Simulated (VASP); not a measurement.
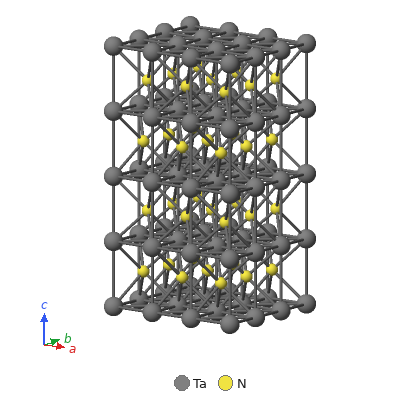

TaN, space group P6_3/mmc (No. 194), a = 2.878 Å, b = 2.878 Å, c = 5.826 Å, α = 90.00°, β = 90.00°, γ = 120.00°. Origin: the end point of a relaxation with VASP Kohn-Sham DFT of a periodic cell, LDA, VASP PAW LDA potentials, recommended (VASP 6.6.1). Forms under 0.4 % of the area are left out.

Question: Which faces does the BFDH rule predict for this crystal?

Answer: The forms computed, by share of the surface:

| form | faces | d (Å) | share of area (%) |
| --- | --- | --- | --- |
| {100} | 6 | 2.493 | 36.1 |
| {101} | 12 | 2.292 | 35.7 |
| {002} | 2 | 2.913 | 28.2 |

The crystal is roughly equant (blocky). Widths along a, b and c stand as 1.00 : 1.00 : 0.74.

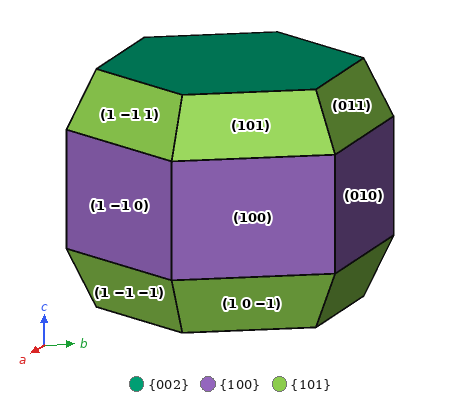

The computed shape, faces indexed. The rule is geometric and ignores bonding and growth conditions.
